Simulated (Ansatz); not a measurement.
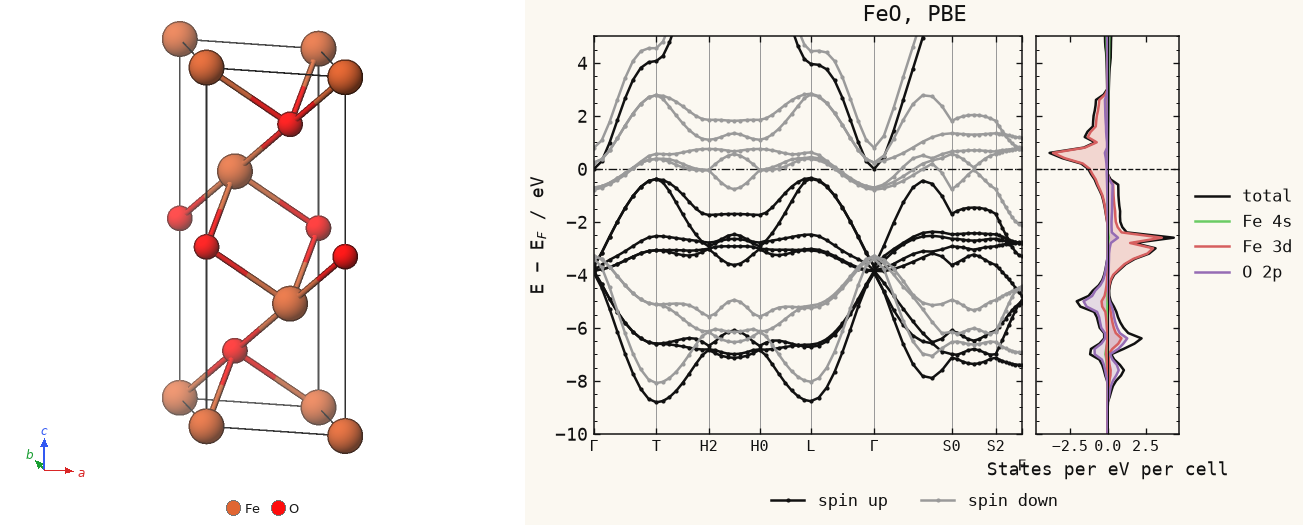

Write a caption that states what the plot shows.

Band structure and density of states of FeO, space group R-3m, 2 atoms in the cell, beside the structure. Computed with Ansatz: DFT, PBE, all-electron LAPW, scalar-relativistic, spin-polarised, 16×16×16 k mesh, Fermi-Dirac smearing of 0.03 eV. Energies are counted from the Fermi level. The path runs straight from each named point to the next. The partial curves are projected on atomic shells. Spin-down states are drawn negative.

A half-metal: spin-down bands cross the Fermi level, while the spin-up bands leave a gap of 0.34 eV along the path around it. The cell's moment is 4.0 μB, a whole number as a half-metal requires. The density of states at the Fermi level isn't well fixed here: it changes fast, and within 0.3 eV it runs from 1.1 to 2.4 per eV and cell. By projected weight, the states within 0.3 eV of the Fermi level are Fe 3d almost alone. At the Fermi level spin up gives about 0.0013 and spin down about 1.4 states per eV, a polarisation (up − down)/(up + down) of about −1.0.
